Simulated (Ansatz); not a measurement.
# Ba$_{5}$Ti$_{4}$O$_{12}$: geometry relaxation (part 2 of 2)

The same run, continued: Ba$_{5}$Ti$_{4}$O$_{12}$ (slab, 21 atoms in the cell); DFT PBEsol, scalar-relativistic, plane waves, PAW, PAW set soft_1, no spin polarisation (Ansatz 0.2.0); cutoff 420 eV, 1×2×1 k-mesh, Fermi–Dirac smearing of 0.02 eV. The structure derives from an entry of the Crystallography Open Database. The run did not end well. The input holds or restrains some coordinates. Forces given for the steps count only the free coordinates. It belongs to a series of runs on one base structure; here: start relaxed.

Geometry of the input (Å; fractional positions):
```
6.9327  0.0000  0.0000
0.0000  5.6946  0.0000
0.0000  0.0000  18.7248
Ba 0.0000  0.0000  0.0534
Ti 0.5000  0.9830  0.0534
O  0.6650  0.0110  0.1405
O  0.9934  0.7516  0.1850
O  0.3366  0.7516  0.0959
Ba 0.6650  0.5000  0.1405
Ti 0.1650  0.4830  0.1405
O  0.0000  0.5110  0.0534
O  0.3284  0.2516  0.0980
O  0.0016  0.2516  0.1829
Ba 0.3300  0.0000  0.2275
Ti 0.8300  0.9830  0.2275
O  0.9951  0.0110  0.3146
O  0.3235  0.7516  0.3591
O  0.6666  0.7516  0.2700
Ba 0.9951  0.5000  0.3146
Ti 0.4951  0.4830  0.3146
O  0.3300  0.5110  0.2275
O  0.6585  0.2516  0.2721
O  0.3317  0.2516  0.3570
Ba 0.3697  0.4971  0.5140
```

## Output, continued
```
relax step  19: F+E_penalty+E_count = -45966.63951678 eV  Δ(F+E_penalty+E_count) = -4.192e-2 eV  max|allowed force component| = 2.406e-1 eV/Å  Δτ_max = 0.1950 Å  (18 SCF iters, accepted)
preconditioner: auto → LDOS  [metal: Δε(μ)=0.037 eV  Ē_g=10.505 eV  σ=0.020 eV  W_gap=0.43  n_scr=110 (ndim 8)  ℏωp=15.5 eV  f_vac=0.519  D(μ)=21.23/eV (n_scr^D=148)  β→1.0]
relax step  20: F+E_penalty+E_count = -45966.67261687 eV  Δ(F+E_penalty+E_count) = -3.310e-2 eV  max|allowed force component| = 2.681e-1 eV/Å  Δτ_max = 0.2000 Å  (13 SCF iters, dr2 threshold 1.87e-5 eV, accepted)
preconditioner: auto → LDOS  [metal: Δε(μ)=0.014 eV  Ē_g=10.487 eV  σ=0.020 eV  W_gap=0.17  n_scr=110 (ndim 8)  ℏωp=15.5 eV  f_vac=0.520  D(μ)=27.30/eV (n_scr^D=218)  β→1.0]
relax step  21: F+E_penalty+E_count = -45966.68500914 eV  Δ(F+E_penalty+E_count) = -1.239e-2 eV  max|allowed force component| = 2.729e-1 eV/Å  Δτ_max = 0.2000 Å  (10 SCF iters, dr2 threshold 7.19e-5 eV, accepted)
preconditioner: auto → LDOS  [metal: Δε(μ)=0.042 eV  Ē_g=10.470 eV  σ=0.020 eV  W_gap=0.48  n_scr=110 (ndim 8)  ℏωp=15.5 eV  f_vac=0.520  D(μ)=21.35/eV (n_scr^D=148)  β→1.0]
relax step  22: F+E_penalty+E_count = -45966.68788931 eV  Δ(F+E_penalty+E_count) = -2.880e-3 eV  max|allowed force component| = 1.487e-1 eV/Å  Δτ_max = 0.0414 Å  (8 SCF iters, dr2 threshold 7.45e-5 eV, accepted)
preconditioner: auto → LDOS  [insulator: Δε(μ)=0.062 eV  Ē_g=10.461 eV  σ=0.020 eV  W_gap=0.65  n_scr=110 (ndim 8)  ℏωp=15.5 eV  f_vac=0.520  D(μ)=16.37/eV (n_scr^D=96)  ε∞_Penn≈3.2  β→1.0]
relax step  23: F+E_penalty+E_count = -45966.69420642 eV  Δ(F+E_penalty+E_count) = -6.317e-3 eV  max|allowed force component| = 1.118e-1 eV/Å  Δτ_max = 0.1668 Å  (12 SCF iters, dr2 threshold 6.56e-6 eV, accepted)
preconditioner: auto → LDOS  [metal: Δε(μ)=0.035 eV  Ē_g=10.457 eV  σ=0.020 eV  W_gap=0.41  n_scr=110 (ndim 8)  ℏωp=15.5 eV  f_vac=0.520  D(μ)=23.79/eV (n_scr^D=178)  β→1.0]
relax step  24: F+E_penalty+E_count = -45966.69652786 eV  Δ(F+E_penalty+E_count) = -2.321e-3 eV  max|allowed force component| = 8.732e-2 eV/Å  Δτ_max = 0.0951 Å  (16 SCF iters, accepted)
preconditioner: auto → LDOS  [insulator: Δε(μ)=0.047 eV  Ē_g=10.449 eV  σ=0.020 eV  W_gap=0.52  n_scr=110 (ndim 8)  ℏωp=15.5 eV  f_vac=0.520  D(μ)=20.50/eV (n_scr^D=144)  ε∞_Penn≈3.2  β→1.0]
[...]
SCF iter   7: F=—  HF=-45966.700152 eV  |F-HF|=—  |Δ(HF+E_count)|=   8.33e-8  Δρ=5.00e-5  dr2=6.03e-5  ethr=1.28e-7  ⟨swp⟩=2.0  Hψ=292  notcnv=0  defer=29
SCF iter   8: F=—  HF=-45966.699728 eV  |F-HF|=—  |Δ(HF+E_count)|=   4.24e-4  Δρ=2.84e-5  dr2=2.88e-5  ethr=3.55e-8  ⟨swp⟩=2.5  Hψ=317  notcnv=0  defer=29
SCF iter   9: F=—  HF=-45966.699731 eV  |F-HF|=—  |Δ(HF+E_count)|=   2.85e-6  Δρ=2.00e-5  dr2=2.25e-5  ethr=1.70e-8  ⟨swp⟩=2.5  Hψ=258  notcnv=0  defer=29
SCF iter  10: F=—  HF=-45966.699732 eV  |F-HF|=—  |Δ(HF+E_count)|=   1.65e-6  Δρ=1.68e-5  dr2=7.93e-6  ethr=1.32e-8  ⟨swp⟩=2.0  Hψ=215  notcnv=0  defer=29
SCF iter  11: F=—  HF=-45966.699734 eV  |F-HF|=—  |Δ(HF+E_count)|=   1.40e-6  Δρ=2.14e-5  dr2=1.02e-5  ethr=4.66e-9  ⟨swp⟩=2.5  Hψ=294  notcnv=0  defer=29
SCF iter  12: F=—  HF=-45966.699734 eV  |F-HF|=—  |Δ(HF+E_count)|=   1.39e-7  Δρ=8.96e-6  dr2=3.20e-6  ethr=4.66e-9  ⟨swp⟩=2.0  Hψ=265  notcnv=0  defer=29
SCF iter  13: F=—  HF=-45966.699734 eV  |F-HF|=—  |Δ(HF+E_count)|=   3.25e-7  Δρ=7.42e-6  dr2=1.49e-6  ethr=1.88e-9  ⟨swp⟩=1.5  Hψ=185  notcnv=0  defer=29
SCF iter  14: F=—  HF=-45966.699734 eV  |F-HF|=—  |Δ(HF+E_count)|=   2.02e-7  Δρ=5.43e-6  dr2=5.51e-7  ethr=8.76e-10  ⟨swp⟩=2.0  Hψ=219  notcnv=0  defer=29
SCF iter  15: F=-45966.699734 eV  HF=-45966.699734 eV  |F-HF|=2.42e-8  |Δ(HF+E_count)|=   7.02e-8  Δρ=1.72e-6  dr2=3.14e-8  ethr=5.88e-11  ⟨swp⟩=3.0  Hψ=803  notcnv=0
SCF 25 converged in 15 iterations: F = -45966.699734 eV  dr2 = 3.14e-8
relax step  25: F+E_penalty+E_count = -45966.69973437 eV  Δ(F+E_penalty+E_count) = -3.207e-3 eV  max|allowed force component| = 9.176e-2 eV/Å  Δτ_max = 0.1321 Å  (15 SCF iters, accepted)
```

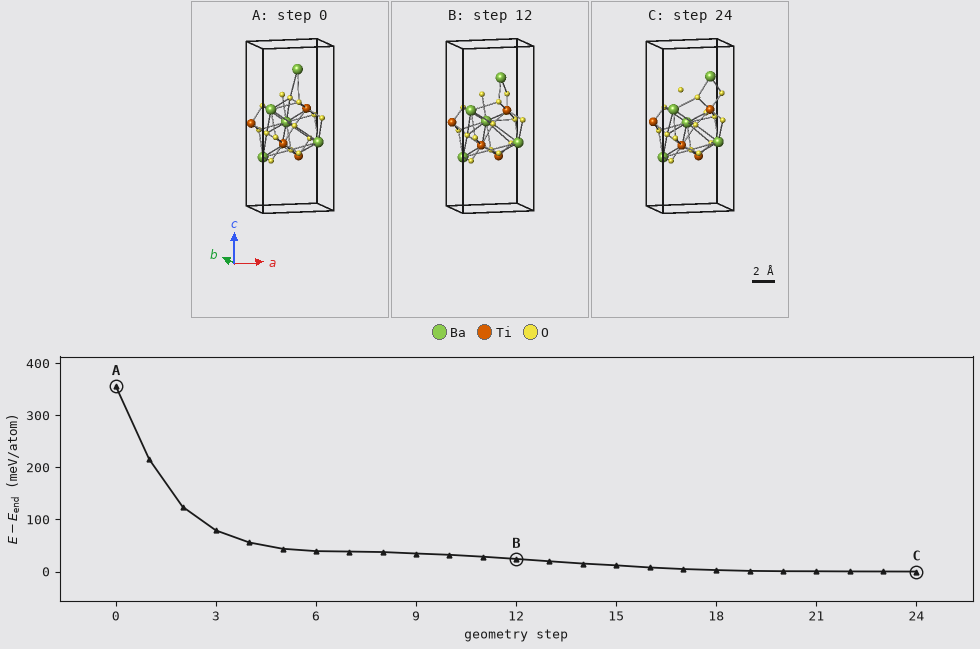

**Figure 1.** Frames of the restrained relaxation (ball-and-stick view of the cell of the calculation, with the vacuum cut short (origin shifted), seen slightly off an axis) above the curves, on which the letters mark them (the first geometry is step 0 here and step 1 in the log).

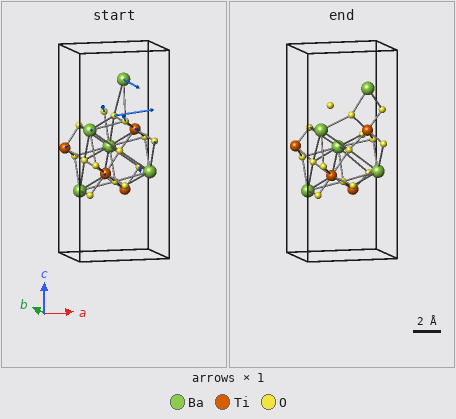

**Figure 2.** Before (left) and after (right) the restrained relaxation, at one scale (ball-and-stick view of the cell of the calculation, with the vacuum cut short (origin shifted), seen slightly off an axis). The blue arrows give the displacements, at true length. The relaxation stopped without meeting its thresholds, so the last structure isn't shown to be converged. After 24 geometry steps the energy has fallen by 356 meV per atom. The largest force component goes from 5.4 to 0.092 eV/Å. The largest move is that of O14, 3.10 Å. Largest moves by element: O 3.10 Å, Ba 1.40 Å, Ti 0.37 Å. The cell stays as it was. Among the contacts that change: O14–Ba16 4.942 → 2.558 Å, Ba11–O14 2.842 → 4.886 Å, O14–Ba21 3.258 → 2.254 Å, O20–Ba21 3.266 → 2.323 Å. New bonds form: O14–Ba16 (4.94 → 2.56 Å). Bonds break: Ba11–O14 (2.84 → 4.89 Å), Ba11–O20 (2.82 → 3.69 Å), O14–Ba16 (2.82 → 4.96 Å). Among the angles that change: O14–Ti17–O18 86.7° → 170.0°, O14–Ti17–O19 177.1° → 98.0°, Ba16–O20–Ba21 96.0° → 148.2°. (Atoms are counted from 1 in the order of the input.)

```
Step failed. What follows is not a result of the run: it is the report of the last solve that finished, which converged after 15 SCF iterations.
Free energy (F): -45966.699734 eV
Harris-Foulkes:  -45966.699734 eV  (|F-HF|=2.42e-8)
Internal energy: -45966.668185 eV  (E = F + TS)
E sigma→0 (E₀):  -45966.683960 eV
Entropy (-TS):   -0.031549 eV (-1.502 meV/atom)
Fermi energy:    3.313667 eV
--- Per-component energies (eV) ---
  E_band       = -2125.181516
  E_kinetic    = 3936.028117
  E_local      = -83412.204213  (includes V_loc(G=0)·N_el)
  E_nonlocal   = 1344.646790
  E_hartree    = 39868.433040
  E_xc         = -2297.091914
  E_vxc        = -2315.891070  (∫ρ·V_xc dr)
  E_paw        = -31495.017548  (= ΣΔE_a)
  E_vpaw       = -1414.644035  (= ΣTr[D̂ρ^β])
  E_aug_tail   = 0.008839  (compensation charges beyond the density's cutoff)
  E_ewald      = 26086.790523
  E_core_change = 1.738181  (= ΣΔE_core)
  E_smearing   = -0.031549  (= −TS)
  E_closure    = 0.000000  (closes the sum)
  Σ components = -45966.699734   (vs F -45966.699734, Δ=0.00e0)
--- Forces (eV/Å), atoms counted from 1 ---
  atom   1  Ba     0.98901912    -0.09384360    -0.34439773
  atom   2  Ti    -3.97894839     0.57141415     3.04221359
  atom   3  O      0.02350557     0.00656769     0.03887013
  atom   4  O     -0.01296795     0.02663264    -0.00842541
  atom   5  O      1.44016435     0.93013769    -1.62874127
  atom   6  Ba    -0.02784281     0.02796624    -0.01425222
  atom   7  Ti     0.05682980    -0.00591732    -0.00740780
  atom   8  O      0.01046650    -0.09673705     0.42404444
  atom   9  O      1.50392258    -1.32927093    -1.52307052
  atom  10  O     -0.00243063     0.01760204     0.01259480
  atom  11  Ba     0.02257110    -0.02923601    -0.04692804
  atom  12  Ti    -0.03842822    -0.08435662     0.03138285
  atom  13  O     -0.01892606     0.02200655    -0.00926479
  atom  14  O     -0.06151987    -0.04253566     0.02151630
  atom  15  O      0.02259062     0.01187110    -0.02096415
  atom  16  Ba    -0.00801264     0.02702446     0.04017501
  atom  17  Ti    -0.06904670     0.00362514     0.05220658
  atom  18  O      0.02226857    -0.00671247     0.04692234
  atom  19  O      0.01928567    -0.01914903    -0.00846060
  atom  20  O      0.09176483     0.02185831    -0.04320281
  atom  21  Ba     0.01577272     0.04121688    -0.05476444
  max |Σ_I F_I| component: 1.64e-4 eV/Å
End of that report.
Error: geometry relaxation did not converge after 25 steps: max|allowed force component| = 9.18e-2 eV/Å (threshold 8.0e-2). Raise `relax.max_steps` over both its present limit and 25, loosen `relax.f_tol`, or start from a geometry closer to equilibrium. Where this run's directory can be resumed (`checkpoint.write`), a resume goes on for up to `relax.max_steps` more
```

## Trajectory as extended XYZ (Å, eV, eV/Å), 5 of the 25 frames kept, from step=1 to step=25
```
21
Lattice="6.9327 0.0000 0.0000 0.0000 5.6946 0.0000 0.0000 0.0000 18.7248" Properties=species:S:1:pos:R:3:forces:R:3 step=1 energy=-45959.22152
Ba    0.0000    0.0000    1.0000    0.5592  -0.2655   0.4574
Ti    3.4664    5.5978    1.0000   -3.0001   0.4367   6.4260
O     4.6104    0.0626    2.6300   -1.1934  -0.2265  -3.9830
O     6.8873    4.2799    3.4649    0.3436  -0.2789  -1.0440
O     2.3335    4.2799    1.7951    2.1147   1.6760  -2.3201
Ba    4.6104    2.8473    2.6300    0.5094  -0.2075   1.0463
Ti    1.1440    2.7505    2.6300   -2.4724   0.4257  -0.6226
O     0.0000    2.9099    1.0000    0.4536  -0.0328   1.4466
O     2.2769    1.4326    1.8349    1.9185  -1.7595  -2.1515
O     0.0112    1.4326    3.4251    0.2461   0.3380  -0.8328
Ba    2.2881    0.0000    4.2600   -0.2787  -0.2951   2.2510
Ti    5.7545    5.5978    4.2600    1.7130   0.2252   5.3793
O     6.8985    0.0626    5.8899   -1.8593  -0.1144  -2.9138
O     2.2426    4.2799    6.7248    1.6648  -2.6275   0.6001
O     4.6216    4.2799    5.0551    0.2247  -0.5328  -0.5246
Ba    6.8985    2.8473    5.8899    1.0308  -0.0681   0.2579
Ti    3.4321    2.7505    5.8899   -3.7157   0.1546  -0.9654
O     2.2881    2.9099    4.2600    0.2273  -0.3626  -0.1107
O     4.5650    1.4326    5.0948    0.1022   0.8321  -0.4903
O     2.2993    1.4326    6.6850    1.7106   2.5611   0.4304
Ba    2.5629    2.8310    9.6248   -0.3011   0.1215  -2.3308
21
Lattice="6.9327 0.0000 0.0000 0.0000 5.6946 0.0000 0.0000 0.0000 18.7248" Properties=species:S:1:pos:R:3:forces:R:3 step=7 energy=-45965.87540
Ba    0.0000    0.0000    1.0000    1.2602  -0.1209  -0.2259
Ti    3.4664    5.5978    1.0000   -4.6406   0.5543   3.5959
O     4.7262   -0.0162    2.1566    0.1141  -0.0216   0.0875
O     6.9716    4.3117    3.3207    0.0006   0.1573   0.0585
O     2.3335    4.2799    1.7951    1.8547   1.1073  -1.8060
Ba    4.5754    2.8161    2.5985    0.0773  -0.0657  -0.0609
Ti    0.9901    2.8163    2.4457    0.1125   0.0594   0.0369
O     0.0000    2.9099    1.0000   -0.4036  -0.0822  -0.1439
O     2.2769    1.4326    1.8349    1.7602  -1.4499  -1.7545
O    -0.0049    1.4462    3.3345   -0.0825  -0.2244   0.0529
Ba    2.2995   -0.0468    4.5381    0.0795   0.1339  -0.1036
Ti    5.8565    5.6475    4.3720   -0.2223   0.1685   0.0107
O     6.8675   -0.0103    5.7727    0.1215  -0.0234   0.0858
O     2.8625    4.1201    6.7936    0.1186  -0.0355   0.0118
O     4.7077    4.2044    4.7864    0.0008  -0.1145  -0.0957
Ba    6.8858    2.7965    5.7488    0.0590  -0.0283  -0.0593
Ti    3.4012    2.8074    5.6395   -0.1435  -0.0746   0.3571
O     2.2173    2.8778    4.2927   -0.0645  -0.0005   0.0257
O     4.6813    1.4485    4.8117   -0.0296   0.0285  -0.0107
O     2.6761    1.5640    6.7690    0.0316   0.0055  -0.0718
Ba    2.5766    2.8482    8.7086   -0.0043   0.0264   0.0073
21
Lattice="6.9327 0.0000 0.0000 0.0000 5.6946 0.0000 0.0000 0.0000 18.7248" Properties=species:S:1:pos:R:3:forces:R:3 step=13 energy=-45966.19011
Ba    0.0000    0.0000    1.0000    1.1928  -0.0517  -0.4050
Ti    3.4664    5.5978    1.0000   -4.4197   0.5675   3.3800
O     4.7319    0.0059    2.1511   -0.0343   0.0100   0.0360
O     6.9689    4.3594    3.2536   -0.0558   0.0110  -0.0073
O     2.3335    4.2799    1.7951    1.8525   1.0386  -1.7484
Ba    4.5879    2.8056    2.5845   -0.0159  -0.0121  -0.0120
Ti    0.9818    2.8423    2.4585    0.0344  -0.0269   0.0363
O     0.0000    2.9099    1.0000   -0.2569  -0.1493   0.0806
O     2.2769    1.4326    1.8349    1.5505  -1.2692  -1.3757
O    -0.0216    1.4649    3.3780    0.0352   0.0486  -0.0566
Ba    2.2702   -0.0206    4.3539   -0.0358  -0.0312  -0.0609
Ti    5.8385    5.6043    4.3695    0.0749  -0.0655   0.0258
O     6.8896   -0.1764    5.7495   -0.0451   0.0164  -0.0370
O     3.7651    3.7584    7.1374    0.1180  -0.4848   0.0946
O     4.6711    4.2111    4.6268   -0.0618   0.0035   0.0878
Ba    6.8720    2.7637    5.8102   -0.0174   0.0418   0.0312
Ti    3.4402    2.6789    5.7138    0.0449   0.2725   0.1993
O     2.1817    3.0549    4.4193   -0.0432  -0.0476  -0.0752
O     4.6267    1.4104    4.9082   -0.0254   0.0025  -0.0340
O     2.3258    1.6055    6.7008   -0.0030   0.1821   0.1654
Ba    2.8136    2.5395    8.8576    0.1123  -0.0554  -0.3211
21
Lattice="6.9327 0.0000 0.0000 0.0000 5.6946 0.0000 0.0000 0.0000 18.7248" Properties=species:S:1:pos:R:3:forces:R:3 step=19 energy=-45966.63952
Ba    0.0000    0.0000    1.0000    1.0633  -0.0929  -0.4911
Ti    3.4664    5.5978    1.0000   -4.2805   0.5559   3.2033
O     4.7220    0.0016    2.1637    0.0008  -0.0188   0.0154
O     6.9031    4.3410    3.2704    0.0425  -0.0375   0.0407
O     2.3335    4.2799    1.7951    1.6128   1.0270  -1.6933
Ba    4.5829    2.8240    2.5766   -0.0412  -0.0748   0.0510
Ti    0.9940    2.8158    2.4723    0.0193  -0.0164  -0.1351
O     0.0000    2.9099    1.0000   -0.0457  -0.1265   0.3737
O     2.2769    1.4326    1.8349    1.4420  -1.2294  -1.3793
O    -0.0343    1.4446    3.3561    0.0214  -0.0083   0.0416
Ba    2.2349   -0.0308    4.2617    0.0668   0.0622  -0.0329
Ti    5.8456    5.5638    4.3567   -0.0500   0.0905  -0.0013
O     6.8858   -0.1213    5.7419    0.0041   0.0138  -0.0304
O     4.6248    3.0806    7.2200   -0.0159  -0.1169   0.0169
O     4.5981    4.2263    4.7335   -0.0126  -0.0015   0.0604
Ba    6.9275    2.7173    5.8848    0.1345  -0.0127   0.0828
Ti    3.6078    2.6708    5.6990   -0.0017   0.0147   0.1007
O     2.2465    3.0312    4.3716   -0.0647  -0.0324  -0.0400
O     4.5549    1.3682    4.8121    0.0260  -0.0657  -0.0167
O     2.3395    1.8504    6.7914    0.0343   0.0591   0.0739
Ba    3.4192    2.0308    8.8728    0.0445   0.0106  -0.2406
21
Lattice="6.9327 0.0000 0.0000 0.0000 5.6946 0.0000 0.0000 0.0000 18.7248" Properties=species:S:1:pos:R:3:forces:R:3 step=25 energy=-45966.69973
Ba    0.0000    0.0000    1.0000    0.9890  -0.0938  -0.3444
Ti    3.4664    5.5978    1.0000   -3.9789   0.5714   3.0422
O     4.7162   -0.0179    2.1769    0.0235   0.0066   0.0389
O     6.9437    4.3106    3.3372   -0.0130   0.0266  -0.0084
O     2.3335    4.2799    1.7951    1.4402   0.9301  -1.6287
Ba    4.5968    2.8185    2.6564   -0.0278   0.0280  -0.0143
Ti    1.0210    2.8246    2.4532    0.0568  -0.0059  -0.0074
O     0.0000    2.9099    1.0000    0.0105  -0.0967   0.4240
O     2.2769    1.4326    1.8349    1.5039  -1.3293  -1.5231
O    -0.0155    1.4159    3.3541   -0.0024   0.0176   0.0126
Ba    2.3506   -0.0091    4.2059    0.0226  -0.0292  -0.0469
Ti    5.9609    5.6371    4.4030   -0.0384  -0.0844   0.0314
O     7.0463   -0.0428    5.7484   -0.0189   0.0220  -0.0093
O     4.9681    2.9091    7.2581   -0.0615  -0.0425   0.0215
O     4.6529    4.2872    4.8758    0.0226   0.0119  -0.0210
Ba    7.1310    2.7807    5.8990   -0.0080   0.0270   0.0402
Ti    3.7831    2.7794    5.7660   -0.0690   0.0036   0.0522
O     2.4009    2.9356    4.3281    0.0223  -0.0067   0.0469
O     4.6225    1.3734    4.8907    0.0193  -0.0191  -0.0085
O     2.4325    2.3929    7.0114    0.0918   0.0219  -0.0432
Ba    3.6625    2.2649    8.9781    0.0158   0.0412  -0.0548
```

## What the run reported

```tsv
quantity	value
outcome	not converged
hardware	1 thread of Intel Xeon @ 2.50GHz (Skylake/Cascade Lake), 32 GiB of memory available, shared host
wall time	5.2 min
peak memory	1.1 GiB
```

## What went wrong

The run did not converge: “geometry relaxation did not converge after 25 steps: max|allowed force component| = 9.18e-2 eV/Å (threshold 8.0e-2). Raise `relax.max_steps` over both its present limit and 25, loosen `relax.f_tol`, or start from a geometry closer to equilibrium …” Its last values are not results. Warnings of the run: the PAW datasets were made with another functional.
